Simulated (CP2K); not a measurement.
# Energy of PbTe along an even scaling of the cell

System: PbTe (2 atoms in the cell).
Method: Kohn-Sham DFT of a periodic cell, PBEsol, GTH-PBE with UZH-TZVP basis, no spin polarisation (CP2K 2026.2).

The 6 runs differ only in the geometry, by an even scaling of the cell at fixed fractional positions. The structure derives from an entry of the Crystallography Open Database.

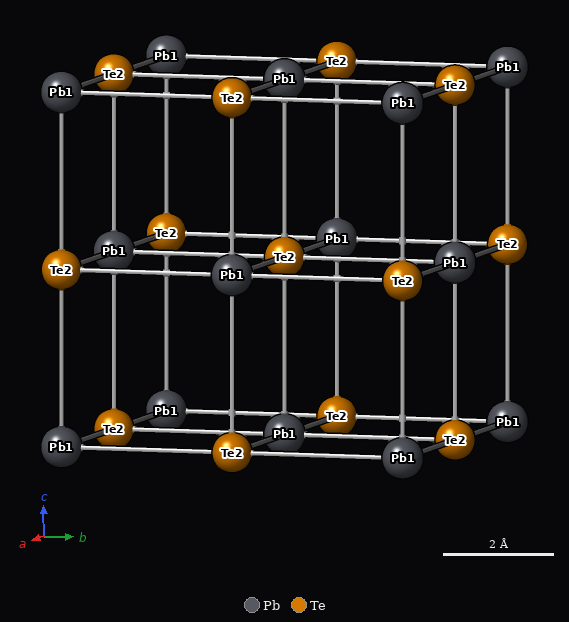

Figure 1. The structure of run 4 (ball-and-stick view of the cell 4 times as large as that of the calculation, set on its symmetry axes, seen slightly off an axis; atoms are numbered from 1 in the order of the input).

### Input of run 4
```
&GLOBAL
  PROJECT tepb_eos
  RUN_TYPE ENERGY_FORCE
  PRINT_LEVEL LOW
&END GLOBAL
&FORCE_EVAL
  METHOD QS
  STRESS_TENSOR ANALYTICAL
  &DFT
    BASIS_SET_FILE_NAME BASIS_MOLOPT_UZH
    POTENTIAL_FILE_NAME POTENTIAL_UZH
    WFN_RESTART_FILE_NAME previous-RESTART.kp
    &MGRID
      CUTOFF 450
      REL_CUTOFF 60
      NGRIDS 5
    &END MGRID
    &QS
      METHOD GPW
      EPS_DEFAULT 1.0E-9
    &END QS
    &KPOINTS
      SCHEME MONKHORST-PACK 7 7 7
      GAMMA_CENTERED T
      SYMMETRY T
      SYMMETRY_BACKEND SPGLIB
    &END KPOINTS
    &SCF
      SCF_GUESS RESTART
      EPS_SCF 1.0E-6
      MAX_SCF 100
      ADDED_MOS 10
      CHOLESKY OFF
      EPS_EIGVAL 1.0E-7
      &DIAGONALIZATION ON
        ALGORITHM STANDARD
      &END DIAGONALIZATION
      &MIXING ON
        METHOD BROYDEN_MIXING
        ALPHA 0.4
        BETA 1.5
        NBUFFER 8
      &END MIXING
      &SMEAR ON
        METHOD FERMI_DIRAC
        ELECTRONIC_TEMPERATURE [K] 300.557
      &END SMEAR
    &END SCF
    &XC
      &XC_FUNCTIONAL
        &GGA_X_PBE_SOL
        &END GGA_X_PBE_SOL
        &GGA_C_PBE_SOL
        &END GGA_C_PBE_SOL
      &END XC_FUNCTIONAL
    &END XC
    &PRINT
      &KPOINTS ON
      &END KPOINTS
      &MULLIKEN ON
      &END MULLIKEN
      &MO ON
        ENERGIES T
        OCCUPATION_NUMBERS T
        &EACH
          QS_SCF 0
        &END EACH
        ADD_LAST NUMERIC
      &END MO
    &END PRINT
  &END DFT
  &SUBSYS
    &CELL
      ABC 4.5995853259 4.5995853259 4.5995853259
      ALPHA_BETA_GAMMA 60.0000000008 60.0000000006 60.0000000005
      PERIODIC XYZ
    &END CELL
    &COORD
      SCALED
      Pb  0.0000000000 0.0000000000 0.0000000000
      Te  0.5000000000 0.5000000000 0.5000000000
    &END COORD
    &KIND Pb
      BASIS_SET TZVP-MOLOPT-PBE-GTH-q4
      POTENTIAL GTH-PBE-q4
    &END KIND
    &KIND Te
      BASIS_SET TZVP-MOLOPT-PBE-GTH-q6
      POTENTIAL GTH-PBE-q6
    &END KIND
    &PRINT
      &ATOMIC_COORDINATES ON
      &END ATOMIC_COORDINATES
      &CELL ON
      &END CELL
    &END PRINT
  &END SUBSYS
  &PRINT
    &FORCES ON
    &END FORCES
    &STRESS_TENSOR ON
    &END STRESS_TENSOR
  &END PRINT
&END FORCE_EVAL
```

Command:
```bash
OMP_NUM_THREADS=2 cp2k.psmp -i tepb_eos.inp -o tepb_eos.out
```

Lattice vectors (Å) and fractional positions of run 4:
```
   4.599585    0.000000    0.000000
   2.299793    3.983358    0.000000
   2.299793    1.327786    3.755546
Pb  0.000000  0.000000  0.000000
Te  0.500000  0.500000  0.500000
```

Run 2 has the same physical settings and fractional positions; its lattice vectors (Å) are:
```
   4.507569    0.000000    0.000000
   2.253784    3.903669    0.000000
   2.253784    1.301223    3.680415
```

### Results, with one run withheld

| run | volume per atom (Å³) | free energy per atom, from the lowest run given (meV) | pressure (GPa) | gap on the mesh (eV) |
| --- | --- | --- | --- | --- |
| 1 | 31.706 | 46.80 | 5.11 | 0.80 |
| 2 | 32.380 | ? | ? | ? |
| 3 | 33.055 | 14.52 | 2.64 | 0.85 |
| 4 | 34.404 | 0.94 | 0.65 | 0.90 |
| 5 | 35.079 | 0.00 | −0.19 | 0.93 |
| 6 | 35.753 | 2.44 | −0.95 | 0.95 |

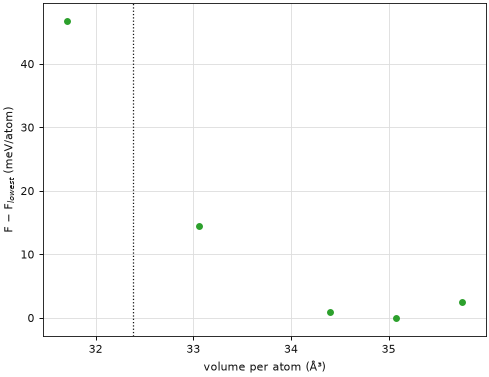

Figure 2. Free energy per atom of the runs given; the dotted line marks run 2.

What should run 2 give?

A cubic polynomial in V^(−2/3) (the Birch–Murnaghan form), fitted to the 5 runs given, misses them by under 0.01 meV per atom. With x = V^(−2/3) − 0.09538 Å⁻², it reads F = 3.679 + 4262.2 x + 1.2089e+06 x² + 3.3145e+06 x³ (meV per atom). At run 2 it gives 28.08 meV per atom, and the run itself gives 28.07. The slope of the fit gives a pressure −dF/dV of 3.81 GPa there, and the run prints 3.81 GPa. The fit has its minimum at 34.919 Å³ per atom, where V d²F/dV² gives 42.6 GPa: the bulk modulus at this level, since symmetry fixes the shape and the positions. The gap on the mesh goes, without turning, from 0.80 eV in run 1 to 0.95 eV in run 6; run 2 has 0.82 eV. These are gaps of this functional on this mesh, which can miss the band edges; they aren't the measured gap.

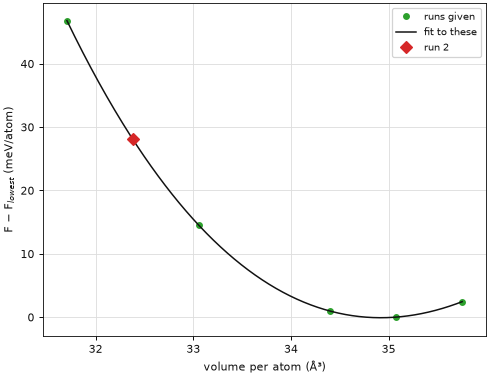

Figure 3. The fit and the withheld run.

### Some lines of the output (run 2)
```
[...]
  Total energy:                                               -11.70494930236284
  Total energy (extrapolated to T->0):                        -11.70494930227069
 MO| E(Fermi):            0.170772 a.u.          4.646947 eV
 MO| Band gap:            0.124930 a.u.          3.399506 eV
 MO| Band gap:            0.229712 a.u.          6.250781 eV
 MO| Band gap:            0.226266 a.u.          6.157002 eV
 MO| Band gap:            0.233042 a.u.          6.341404 eV
 MO| Band gap:            0.196097 a.u.          5.336071 eV
 MO| Band gap:            0.090785 a.u.          2.470386 eV
 MO| Band gap:            0.131475 a.u.          3.577614 eV
 MO| Band gap:            0.184481 a.u.          5.019986 eV
 MO| Band gap:            0.100507 a.u.          2.734930 eV
 MO| Band gap:            0.077577 a.u.          2.110975 eV
 MO| Band gap:            0.126612 a.u.          3.445295 eV
```

Notes: Spin–orbit coupling is left out, which matters for Pb.
